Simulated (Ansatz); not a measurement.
## Electronic structure of Si₃Ge₅ in real space

Input file:

```
crystal:
  lattice:
    - [5.55, 0.0, 0.0]
    - [0.0, 5.55, 0.0]
    - [0.0, 0.0, 5.55]
  atoms:
    - { symbol: Si, position: [0.0, 0.0, 0.0] }
    - { symbol: Si, position: [0.0, 0.5, 0.5] }
    - { symbol: Ge, position: [0.5, 0.0, 0.5] }
    - { symbol: Ge, position: [0.5, 0.5, 0.0] }
    - { symbol: Si, position: [0.25, 0.25, 0.25] }
    - { symbol: Ge, position: [0.25, 0.75, 0.75] }
    - { symbol: Ge, position: [0.75, 0.25, 0.75] }
    - { symbol: Ge, position: [0.75, 0.75, 0.25] }
scf:
  occupations: { method: gaussian, width: 0.02 }
output:
  forces: true
  stress: true
  eigenvalues: true
  write_density: true
  write_potential: true
  elf: true
  volumetric_format: npy
kpoints:
  mp_grid: { grid: [6, 6, 6] }
hamiltonian:
  xc: lda
relax:
  f_tol: 0.01
  adjacent_minimum: "off"
  cell: { stress_tol: 0.03, fix: [shape] }
```

Run with:

```sh
ansatz run input.yaml --threads 4 --pin off --max-ram 12288MiB --backend cpu --events-out ev --progress --plain --runs-dir out
```

Below, planes, directions and counts refer to the conventional cell (a = 7.82 Å, b = 7.82 Å, c = 5.53 Å, α = 90.00°, β = 90.00°, γ = 90.00°).

The fields are those of the relaxed geometry.

Space group Cmm2; a generated structure, not necessarily the stable one.

Theory: DFT LDA, scalar-relativistic, plane waves, PAW in Ansatz.

The density is the valence pseudo-density of a PAW calculation; it isn't the true density close to the nuclei.

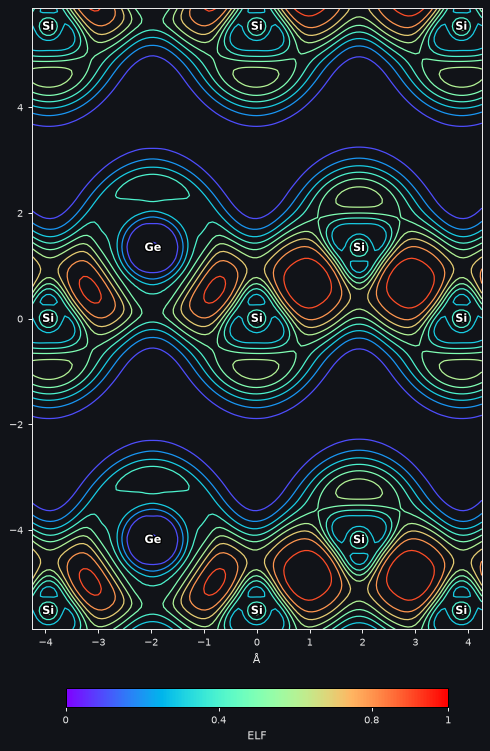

Figure 1. ELF on the (100) plane of the conventional cell.

Q: Describe what can be read from this map.

A: Atoms in the plane: Si and Ge. Si–Si (2.35 Å): the ELF peaks at about 0.95 between the atoms (a covalent bond). Si–Ge (2.38 Å): the ELF peaks at about 0.90 between the atoms (a shared electron pair).

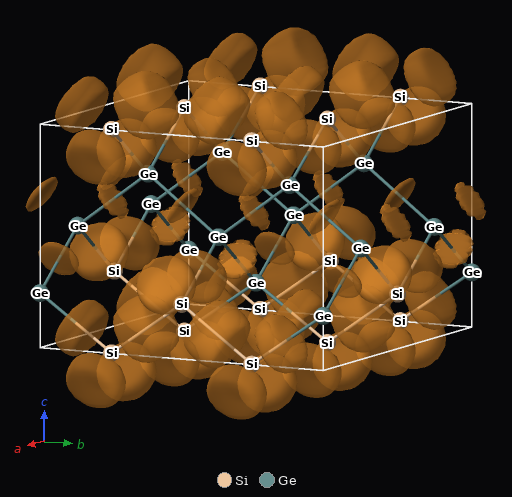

Figure 2. Isosurface of the electron localisation function at 0.7 (orange), seen at an oblique angle. Core shells and regions of very low density are left out. Sticks mark near contacts.

Q: Identify the bonds, lone pairs and shells in this picture.

A: At this value the surface marks out twelve regions between bonded Ge–Ge atoms (shared pairs), 16 regions between bonded Ge–Si atoms (shared pairs) and four regions between bonded Si–Si atoms (shared pairs), counted in one cell of 16 atoms. Regions shared between cells count once.

Q: Does the calculation give a band gap?

A: It is gapped, with a Kohn–Sham gap of 0.27 eV on the k-point mesh, an upper bound to the gap of this method.
